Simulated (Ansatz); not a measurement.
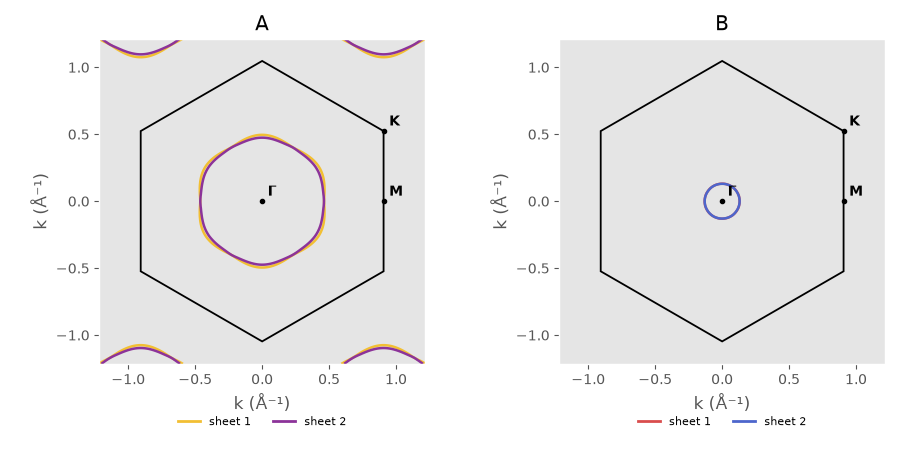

Constant-energy contours of one free-standing InSe layer cut from the bulk crystal (space group of the slab cell P-6m2) near its two band edges (0.10 eV into the valence band, 0.30 eV into the conduction band), in unknown order.

Theory: Ansatz, DFT PBE, spin-orbit coupling, plane waves, PAW; levels and slopes on a k mesh at the converged density. Non-magnetic. Mesh 30×30×1, interpolated with the band slopes. The geometry was not relaxed.

Masses come from a second pass at points close to the extrema; at the energies drawn a band may no longer be parabolic.

Question: Which panel shows the holes and which the electrons?

Answer: A shows the valence band (holes), B the conduction band (electrons).

Question: Describe the extrema and the gap.

Answer: Valence band (extrema up to 0.10 eV from the edge): six equivalent maxima on the K–Γ line, nearly flat in one direction, with mass 2.89 mₑ across. Band 58 forms the valence edge; band 57 begins 0.01 eV lower (on the Γ–M line). The surfaces also take in Γ, where this band lies 0.05 eV below its edge, so they needn't be separate pockets.
Conduction band (extrema up to 0.30 eV from the edge): one minimum at Γ, mass 0.18 mₑ in all directions. Band 59 forms the conduction edge; band 60 meets it there. Another band lies within 0.06 eV there, so the masses may hold only close to the extrema.
The gap is indirect, 1.64 eV at this level of theory (semilocal functionals give gaps that are too small, and can reorder valleys that lie close). It is nearly direct: the smallest vertical gap, at Γ, is only 1.69 eV, so the kind of gap isn't settled at this level.
